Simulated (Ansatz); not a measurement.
**A series of single points on Bi$_{2}$Se$_{3}$**

System: Bi$_{2}$Se$_{3}$ (R-3m, 5 atoms in the cell).
Method: Kohn-Sham DFT of a periodic cell, rPW86-PBE, Ansatz PAW, no spin polarisation (Ansatz 0.2.0).

The 7 runs differ only in the geometry, by an even scaling of the cell at fixed fractional positions. The structure derives from an entry of the Crystallography Open Database.

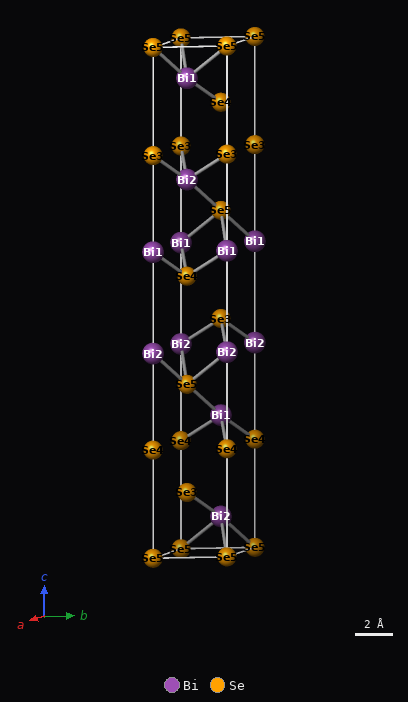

Figure 1. The structure of run 4 (ball-and-stick view of the cell 3 times as large as that of the calculation, set on its symmetry axes, seen slightly off an axis; atoms are numbered from 1 in the order of the input).

## Input of run 4
```yaml
crystal:
  lattice:
    - [2.0715, 1.1959810826, 9.5453333333]
    - [-2.0715, 1.1959810826, 9.5453333333]
    - [0.0, -2.3919621653, 9.5453333333]
  atoms:
    - { symbol: Bi, position: [0.5992, 0.5992, 0.5992] }
    - { symbol: Bi, position: [0.4008, 0.4008, 0.4008] }
    - { symbol: Se, position: [0.7883, 0.7883, 0.7883] }
    - { symbol: Se, position: [0.2117, 0.2117, 0.2117] }
    - { symbol: Se, position: [0.0, 0.0, 0.0] }
hamiltonian:
  xc: { exchange: rpw86, correlation: pbe }
  pseudopotentials: { kind: paw }
kpoints:
  mp_grid: { grid: [8, 8, 8] }
scf:
  occupations: { method: fermi_dirac, width: 0.05 }
output:
  forces: true
  stress: true
  eigenvalues: true
```

Command:
```bash
ansatz run input.yaml --threads 2 --pin off --max-ram 5120MiB --backend cpu --events-out ev --progress --plain --runs-dir out
```

Run 3 differs from it as follows:
```diff
-    - [2.0715, 1.1959810826, 9.5453333333]
-    - [-2.0715, 1.1959810826, 9.5453333333]
-    - [0.0, -2.3919621653, 9.5453333333]
+    - [2.0575968965, 1.1879541221, 9.4812687632]
+    - [-2.0575968965, 1.1879541221, 9.4812687632]
+    - [0.0, -2.3759082442, 9.4812687632]
```

## Results, with one run withheld

```csv
run,volume per atom (Å³),"free energy per atom, from the lowest run given (meV)",pressure (GPa),gap on the mesh (eV)
1,26.675,131.03,11.29,0.15
2,27.243,94.58,9.32,0.17
3,27.810,?,?,?
4,28.378,40.95,5.93,0.19
5,28.946,22.56,4.48,0.20
6,29.513,9.07,3.16,0.21
7,30.081,0.00,1.97,0.22
```

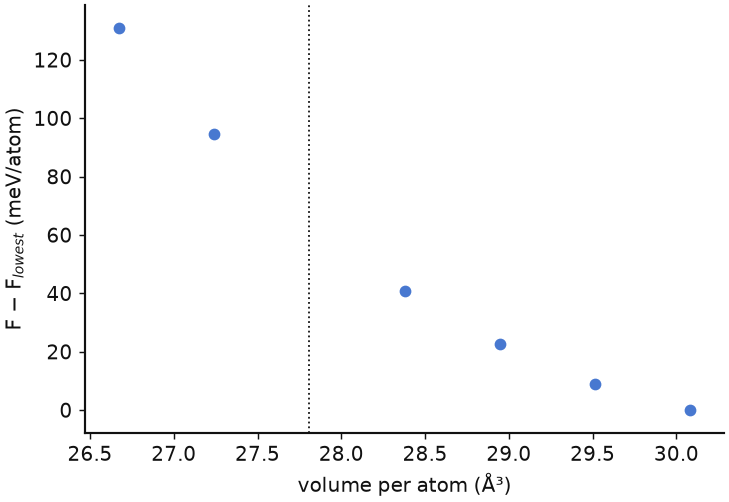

Figure 2. Free energy per atom of the runs given; the dotted line marks run 3.

What should run 3 give?

A cubic polynomial in V^(−2/3) (the Birch–Murnaghan form), fitted to the 6 runs given, misses them by at most 0.01 meV per atom. With x = V^(−2/3) − 0.10735 Å⁻², it reads F = 39.012 + 14356 x + 1.1458e+06 x² + 1.9036e+06 x³ (meV per atom). At run 3 it gives 64.80 meV per atom, and the run itself gives 64.77. The slope of the fit gives a pressure −dF/dV of 7.54 GPa there, and the run prints 7.54 GPa. The fit has no minimum inside this range. The gap on the mesh goes, without turning, from 0.15 eV in run 1 to 0.22 eV in run 7; run 3 has 0.18 eV. These are gaps of this functional on this mesh, which can miss the band edges; they aren't the measured gap.

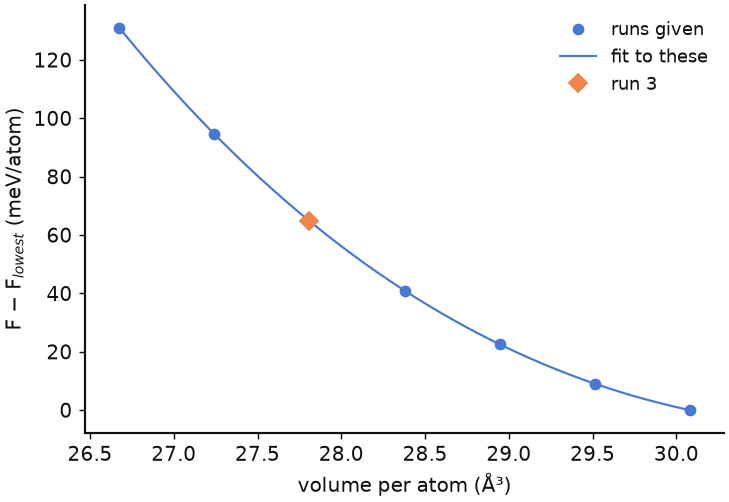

Figure 3. The fit and the withheld run.

## Output, shortened to warnings, some set-up lines, iterations and results (run 3)
```
Basis set: ecut = 420 eV, 2683 PW (Γ), FFT grids on a1−a3, a2−a3, a3, exchange–correlation on 60×60×144 points (8 copies of the dense FFT grid, shifted against one another)
Symmetry: 12 space group operations
k-points: 65 of 512
Initial density: superposition of atomic densities (neutral atoms: chi_scale 0, normalization atom), corrected by the library's trained network
[...]
SCF iter   1: F=—  HF=-41473.724405 eV  |F-HF|=—  |Δ(HF+E_count)|=         —  Δρ=5.11e-3  dr2=4.07e-2  ethr=1.77e-3  ⟨swp⟩=8.3  Hψ=13407  notcnv=0  defer=8
SCF iter   2: F=—  HF=-41473.709927 eV  |F-HF|=—  |Δ(HF+E_count)|=   1.45e-2  Δρ=2.12e-3  dr2=6.24e-3  ethr=5.22e-5  ⟨swp⟩=3.0  Hψ=6401  notcnv=0  defer=65
SCF iter   3: F=—  HF=-41473.708050 eV  |F-HF|=—  |Δ(HF+E_count)|=   1.88e-3  Δρ=8.03e-4  dr2=2.81e-3  ethr=8.01e-6  ⟨swp⟩=3.0  Hψ=5495  notcnv=0  defer=12
SCF iter   4: F=—  HF=-41473.707677 eV  |F-HF|=—  |Δ(HF+E_count)|=   3.74e-4  Δρ=3.53e-4  dr2=2.51e-4  ethr=3.61e-6  ⟨swp⟩=1.8  Hψ=3131  notcnv=0  defer=12
SCF iter   5: F=—  HF=-41473.707649 eV  |F-HF|=—  |Δ(HF+E_count)|=   2.74e-5  Δρ=7.34e-5  dr2=1.11e-5  ethr=3.22e-7  ⟨swp⟩=2.2  Hψ=4331  notcnv=0  defer=12
SCF iter   6: F=—  HF=-41473.707642 eV  |F-HF|=—  |Δ(HF+E_count)|=   7.32e-6  Δρ=2.75e-5  dr2=1.18e-6  ethr=1.42e-8  ⟨swp⟩=2.0  Hψ=5496  notcnv=0  defer=12
SCF iter   7: F=-41473.707643 eV  HF=-41473.707643 eV  |F-HF|=3.56e-8  |Δ(HF+E_count)|=   5.40e-7  Δρ=6.57e-6  dr2=7.62e-8  ethr=1.28e-10  ⟨swp⟩=5.5  Hψ=13185  notcnv=0
SCF 1 converged in 7 iterations: F = -41473.707643 eV  dr2 = 7.62e-8
SCF converged after 7 iterations
Free energy (F): -41473.707643 eV
Harris-Foulkes:  -41473.707643 eV  (|F-HF|=3.56e-8)
Internal energy: -41473.707398 eV  (E = F + TS)
E sigma→0 (E₀):  -41473.707520 eV
Entropy (-TS):   -0.000244 eV (-0.049 meV/atom)
Fermi energy:    9.650928 eV
--- Per-component energies (eV) ---
  E_band       = -1302.016207
  E_kinetic    = 963.856753
  E_local      = -10251.039906  (includes V_loc(G=0)·N_el)
  E_nonlocal   = -686.508091
  E_hartree    = 4583.940833
  E_xc         = -625.775311
  E_vxc        = -588.297971  (∫ρ·V_xc dr)
  E_paw        = -27327.205806  (= ΣΔE_a)
  E_vpaw       = 92.088084  (= ΣTr[D̂ρ^β])
  E_aug_tail   = -0.002726  (compensation charges beyond the density's cutoff)
  E_ewald      = -8128.934833
  E_core_change = -2.038311  (= ΣΔE_core)
  E_smearing   = -0.000244  (= −TS)
  E_closure    = -0.000000  (closes the sum)
  Σ components = -41473.707643   (vs F -41473.707643, Δ=0.00e0)
--- Forces (eV/Å), atoms counted from 1 ---
  atom   1  Bi     0.00000000    -0.00000000     0.22298866
  atom   2  Bi     0.00000000     0.00000000    -0.22298866
  atom   3  Se     0.00000000    -0.00000000     0.58977188
  atom   4  Se     0.00000000     0.00000000    -0.58977188
  atom   5  Se     0.00000000     0.00000000     0.00000000
  max |Σ_I F_I| component: 1.11e-16 eV/Å
--- Stress (GPa, compression-positive) ---
        7.666233       0.000000       0.000000
        0.000000       7.666233      -0.000000
        0.000000      -0.000000       7.287669
  P = ⅓ Tr σ = 7.5400 GPa (75.400 kbar)
```

Notes: Points of doubt noted for this run: forces on files of another functional. Spin–orbit coupling is left out, which matters for Bi.
